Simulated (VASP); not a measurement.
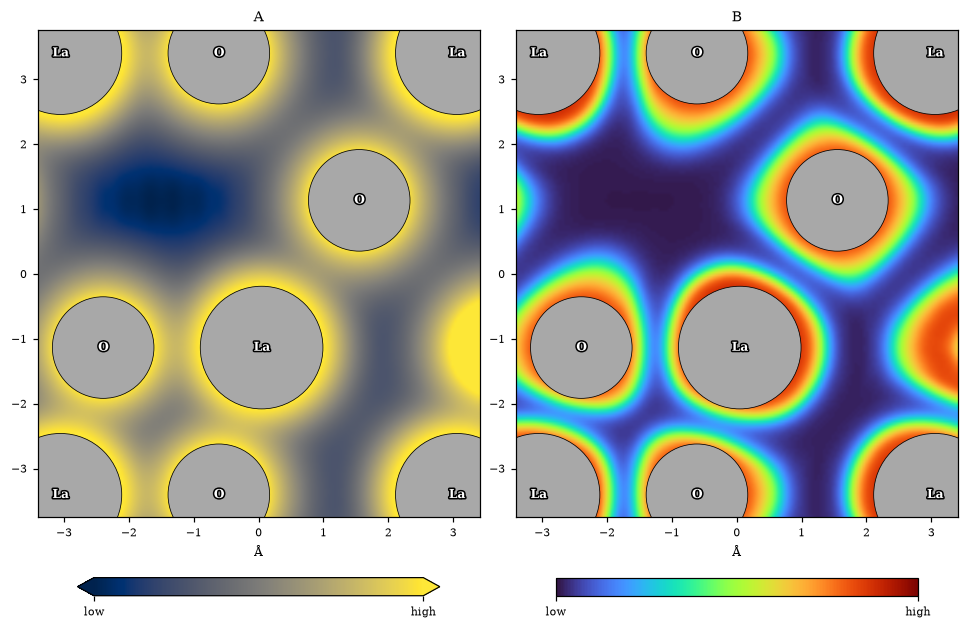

La2O3: 2 fields on the (110) plane of the conventional cell, with unlabelled colour scales. Grey discs cover the atomic cores.

Space group P-3m1; a structure from a database of computed crystals, not necessarily the ambient phase.

All numbers below come from VASP 6.6.1, Kohn-Sham DFT of a periodic cell, PBE, VASP PAW PBE potentials, recommended.

**The panels show electron localisation function and valence pseudo-density in some order. Assign them.**

Panel A: valence pseudo-density. Panel B: electron localisation function. From the grid: La–O (2.36 Å): ρ is about 0.51 e/Å³ halfway; the ELF is about 0.25 at the midpoint: a largely ionic contact. La–O (2.44 Å): ρ at the midpoint is about 0.43 e/Å³; the ELF is about 0.25 at the midpoint: an ionic contact with no shared pair.
